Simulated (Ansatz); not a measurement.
## Al: geometry relaxation (part 2 of 2)

The same run, continued: Al (slab, 9 atoms in the cell); DFT PBE, scalar-relativistic, plane waves, PAW, PAW set soft_1, no spin polarisation (Ansatz 0.2.0); cutoff 420 eV, 10×3×1 k-mesh, Gaussian smearing of 0.1 eV. The structure derives from a Materials Project entry. The input holds or restrains some coordinates. Forces given for the steps count only the free coordinates.

Geometry of the input (Å; fractional positions):
```
2.8535  0.0000  0.0000
-1.4268  9.7015  0.0000
0.0000  0.0000  18.7794
Al 0.5324  0.0649  0.3727
Al 0.6710  0.3419  0.4258
Al 0.2987  0.5973  0.4364
Al 0.9264  0.8527  0.4470
Al 0.0649  0.1298  0.5000
Al 0.2034  0.4068  0.5530
Al 0.8311  0.6622  0.5636
Al 0.4588  0.9176  0.5742
Al 0.5973  0.1947  0.6273
```

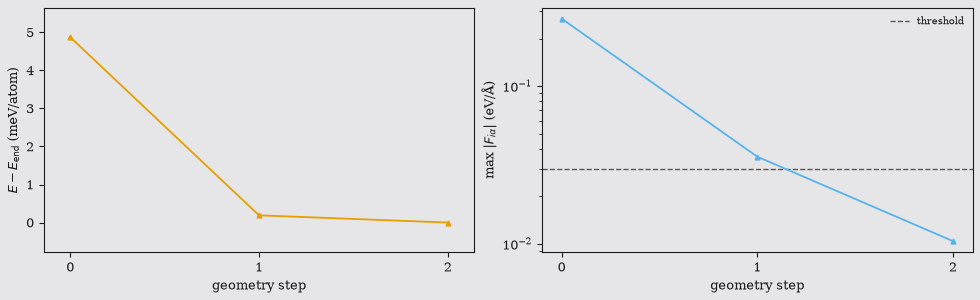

*Progress of the restrained relaxation, step by step (the first geometry is step 0 here and step 1 in the log).*

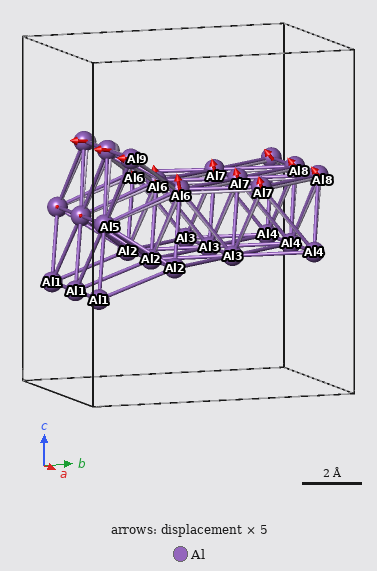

*Start (faint) and end (solid) with the displacements as red arrows, magnified 5 times (ball-and-stick view of the 3 × 1 repeat of the cell, with the vacuum cut short, seen slightly off an axis).*

Al6 moves most: 0.14 Å. The cell doesn't change. Distances before and after: Al3–Al6 2.866 → 2.989 Å, Al2–Al6 2.854 → 2.968 Å, Al4–Al7 2.866 → 2.955 Å, Al8–Al9 2.866 → 2.782 Å. After 2 geometry steps the energy has fallen by 4.9 meV per atom. Largest force component: 0.27 eV/Å at the start, 0.01 eV/Å at the end. (Atoms are counted from 1 in the order of the input.)

```
SCF converged after 5 iterations
Free energy (F): -4834.434867 eV
Harris-Foulkes:  -4834.434867 eV  (|F-HF|=6.10e-10)
Internal energy: -4834.411865 eV  (E = F + TS)
E sigma→0 (E₀):  -4834.423366 eV
Entropy (-TS):   -0.023001 eV (-2.556 meV/atom)
Fermi energy:    -0.607405 eV
Dipole field:    D = 0.000577 V/Å  (p = 0.001659 e·Å, saw-weighted, corrected)
Work function:   Φ+ = 4.1556 eV   Φ− = 4.1665 eV
Levels:          The Fermi level and band energies are counted from a zero that moves with the ramp; work functions are not
--- Per-component energies (eV) ---
  E_band       = -123.224547
  E_kinetic    = 184.812119
  E_local      = -3592.359391  (includes V_loc(G=0)·N_el)
  E_nonlocal   = 91.316197
  E_hartree    = 1736.295608
  E_xc         = -328.832506
  E_vxc        = -248.535604  (∫ρ·V_xc dr)
  E_paw        = -4224.020486  (= ΣΔE_a)
  E_vpaw       = -31.051092  (= ΣTr[D̂ρ^β])
  E_aug_tail   = -0.000017  (compensation charges beyond the density's cutoff)
  E_efield     = 0.000000  (sawtooth field / dipole correction)
  E_vefield    = -0.000574  (∫n·V_field dr)
  E_ewald      = 1298.376610
  E_smearing   = -0.023001  (= −TS)
  E_closure    = -0.000000  (closes the sum)
  Σ components = -4834.434867   (vs F -4834.434867, Δ=0.00e0)
--- Forces (eV/Å), atoms counted from 1 ---
  atom   1  Al    -0.00705587     0.15568501     0.03440535
  atom   2  Al     0.00425886     0.03474688     0.06220690
  atom   3  Al     0.00036375    -0.07210301     0.02940250
  atom   4  Al     0.00468008    -0.10152726    -0.11863423
  atom   5  Al     0.00121040     0.01015464    -0.00122051
  atom   6  Al     0.00089565    -0.01040712    -0.00114450
  atom   7  Al    -0.00336758    -0.00924190    -0.00371034
  atom   8  Al    -0.00273366    -0.00093992    -0.00106318
  atom   9  Al     0.00174349    -0.00638773    -0.00029310
  max |Σ_I F_I| component: 5.11e-5 eV/Å
--- Band table (eV; the first three rows and the last of 16) ---
  k-point 0: bands = ["-10.6687", "-9.1292", "-9.0303", "-8.3846", "-6.5739", "-6.5461", "-5.1294", "-4.5422", "-4.4524", "-2.9512", "-2.5703", "-2.2655", "-2.0989", "-1.7279", "0.2908", "1.2501", "1.3638", "1.8831", "1.9070", "2.8566", "2.9406", "3.1600", "3.3982"]
  k-point 1: bands = ["-10.5180", "-9.9092", "-8.3257", "-7.8939", "-7.2510", "-6.3677", "-5.5159", "-4.9838", "-3.8477", "-3.3336", "-2.4618", "-2.1438", "-1.5532", "-0.3958", "-0.0123", "0.1024", "0.7247", "1.3007", "2.2033", "2.6694", "2.9866", "3.3825", "3.5399"]
  k-point 2: bands = ["-10.4844", "-9.0561", "-8.7384", "-8.2029", "-6.5153", "-6.2418", "-4.9615", "-4.5982", "-4.0374", "-2.8091", "-2.3680", "-2.2148", "-1.9169", "-1.4403", "0.4458", "1.3509", "1.5397", "1.9589", "2.2155", "2.6057", "3.2198", "3.3359", "3.5659"]
  k-point 15: bands = ["-6.2142", "-6.0099", "-5.6176", "-4.9133", "-4.4314", "-3.9973", "-3.9068", "-3.2774", "-2.9750", "-2.7443", "-2.0298", "-1.8452", "-0.9570", "-0.8501", "-0.6283", "-0.3854", "0.1622", "0.3604", "0.9016", "1.2409", "1.6544", "1.7388", "1.8516"]
--- Relaxed structure (3 steps of the walk, 3 accepted, 0 SCFs on fresh bases) ---
  F+E_penalty+E_count = -4834.43486657 eV   max|allowed force component| = 1.041e-2 eV/Å
  atoms:
    - { symbol: Al, position: [0.5324432081500001, 0.0648864163, 0.37274801650000006] }
    - { symbol: Al, position: [0.67096121155, 0.34192242310000004, 0.42576967630000007] }
    - { symbol: Al, position: [0.2986648122000001, 0.5973296244000001, 0.43637400820000005] }
    - { symbol: Al, position: [0.9263684129, 0.8527368258000001, 0.44697834020000005] }
    - { symbol: Al, position: [0.06395441857794411, 0.12771091693883965, 0.5005544850849571] }
    - { symbol: Al, position: [0.19958352019229206, 0.40422312936087906, 0.5603607913705225] }
    - { symbol: Al, position: [0.8288001074519844, 0.6596656513762001, 0.5687042753222784] }
    - { symbol: Al, position: [0.4526153831497633, 0.9110819251988248, 0.5783446026933464] }
    - { symbol: Al, position: [0.5924854485704408, 0.18140720037396738, 0.6278338803324454] }
```

## Trajectory as extended XYZ (Å, eV, eV/Å), 3 frames, from step=1 to step=3
```
9
Lattice="2.8535 0.0000 0.0000 -1.4268 9.7015 0.0000 0.0000 0.0000 18.7794" Properties=species:S:1:pos:R:3:forces:R:3 step=1 energy=-4834.39101
Al    1.4268    0.6295    7.0000   -0.0093   0.1628   0.0573
Al    1.4268    3.3172    7.9957    0.0090   0.0165  -0.1764
Al    0.0000    5.7950    8.1949   -0.0102  -0.0474  -0.2210
Al    1.4268    8.2728    8.3940    0.0159  -0.0659  -0.2672
Al    0.0000    1.2590    9.3897    0.0000   0.0001  -0.0001
Al    0.0000    3.9466   10.3854   -0.0159   0.0657   0.2673
Al    1.4268    6.4245   10.5846    0.0102   0.0476   0.2210
Al    0.0000    8.9023   10.7837   -0.0090  -0.0167   0.1763
Al    1.4268    1.8885   11.7794    0.0093  -0.1627  -0.0573
9
Lattice="2.8535 0.0000 0.0000 -1.4268 9.7015 0.0000 0.0000 0.0000 18.7794" Properties=species:S:1:pos:R:3:forces:R:3 step=2 energy=-4834.43315
Al    1.4268    0.6295    7.0000   -0.0081   0.1575   0.0556
Al    1.4268    3.3172    7.9957    0.0039   0.0269   0.0496
Al    0.0000    5.7950    8.1949    0.0023  -0.0596   0.0353
Al    1.4268    8.2728    8.3940    0.0070  -0.0945  -0.1054
Al   -0.0002    1.2389    9.4072    0.0016   0.0357  -0.0188
Al   -0.0060    3.9397   10.5060    0.0001  -0.0196   0.0353
Al    1.4292    6.4223   10.6915   -0.0063  -0.0216  -0.0273
Al   -0.0039    8.8631   10.8649   -0.0044  -0.0315   0.0004
Al    1.4299    1.7832   11.7999    0.0040   0.0068  -0.0245
9
Lattice="2.8535 0.0000 0.0000 -1.4268 9.7015 0.0000 0.0000 0.0000 18.7794" Properties=species:S:1:pos:R:3:forces:R:3 step=3 energy=-4834.43487
Al    1.4268    0.6295    7.0000   -0.0071   0.1557   0.0344
Al    1.4268    3.3172    7.9957    0.0043   0.0347   0.0622
Al    0.0000    5.7950    8.1949    0.0004  -0.0721   0.0294
Al    1.4268    8.2728    8.3940    0.0047  -0.1015  -0.1186
Al    0.0003    1.2390    9.4001    0.0012   0.0102  -0.0012
Al   -0.0072    3.9216   10.5233    0.0009  -0.0104  -0.0011
Al    1.4238    6.3997   10.6799   -0.0034  -0.0092  -0.0037
Al   -0.0083    8.8388   10.8610   -0.0027  -0.0009  -0.0011
Al    1.4319    1.7599   11.7904    0.0017  -0.0064  -0.0003
```

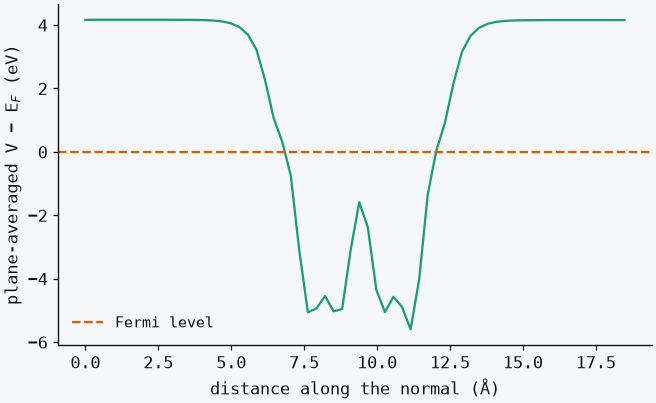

*Plane average of the electrostatic potential energy of an electron across the cell, from the Fermi level.*

The vacuum level lies 4.16 eV above the Fermi level.

## Key numbers

```json
{"quantity": "outcome", "value": "converged under the restraints of the input"}
{"quantity": "electrons treated", "value": "27"}
{"quantity": "free energy", "value": "−4834.4349 eV"}
{"quantity": "work function, top face", "value": "4.16 eV"}
{"quantity": "work function, bottom face", "value": "4.17 eV"}
{"quantity": "Fermi energy", "value": "−0.607 eV"}
{"quantity": "gap on the k-point mesh", "value": "none (metallic)"}
{"quantity": "final volume", "value": "519.88 Å³"}
{"quantity": "work function (upper face)", "value": "4.16 eV"}
{"quantity": "largest force (length of the vector) at the end, held atoms and coordinates included", "value": "0.160 eV/Å"}
{"quantity": "hardware", "value": "1 thread of Arm Neoverse V1, 24 GiB of memory available, shared host"}
{"quantity": "wall time", "value": "72 s"}
{"quantity": "peak memory", "value": "0.56 GiB"}
```

## Remarks

The program warns: the k-point mesh lowers the symmetry that the run can use.
